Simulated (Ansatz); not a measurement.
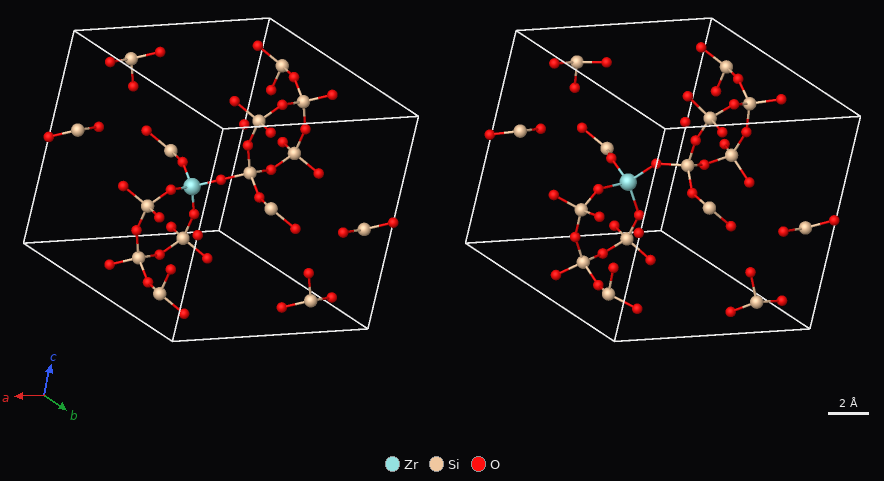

Two geometries of a defect cell of composition ZrSi15O32, drawn at one scale. One is the start of a relaxation, the other its converged end. The picture is a ball-and-stick view of the cell of the calculation (origin shifted), seen from a free direction.

Computed with DFT PBE, scalar-relativistic, plane waves, PAW (Ansatz). Settings: plane-wave cutoff 420 eV; k-point mesh 2 × 2 × 2; occupations gaussian; smearing width 0.01 eV; mesh shifted by (0.5, 0.5, 0.5); no spin polarisation; atoms relaxed in a fixed cell; force threshold 0.025 eV/Å; at most 45 steps.

Which one is relaxed?

Answer. The right one is the relaxed one. Case: Zr on a Si site (h), charge +0, atoms relaxed at the host's cell. Over 9 geometry steps the energy falls by 10.095 eV per cell of the calculation. The largest force component goes from 18 to 0.023 eV/Å. The largest move is that of an O atom, 0.97 Å roughly along [2 0 3]. Largest moves by element: O 0.97 Å, Si 0.53 Å, Zr 0.37 Å. The lattice vectors keep their values. Near-neighbour distances that change, for instance: O–Zr 1.625 → 1.966 Å, O–Zr 1.611 → 1.947 Å, O–Zr 1.623 → 1.925 Å, O–Si 1.625 → 1.607 Å. Bond angles that change, for instance: Zr–O–Si 180.0° → 142.1°, Si–O–Si 180.0° → 149.7°, Si–O–Si 180.0° → 156.0°.
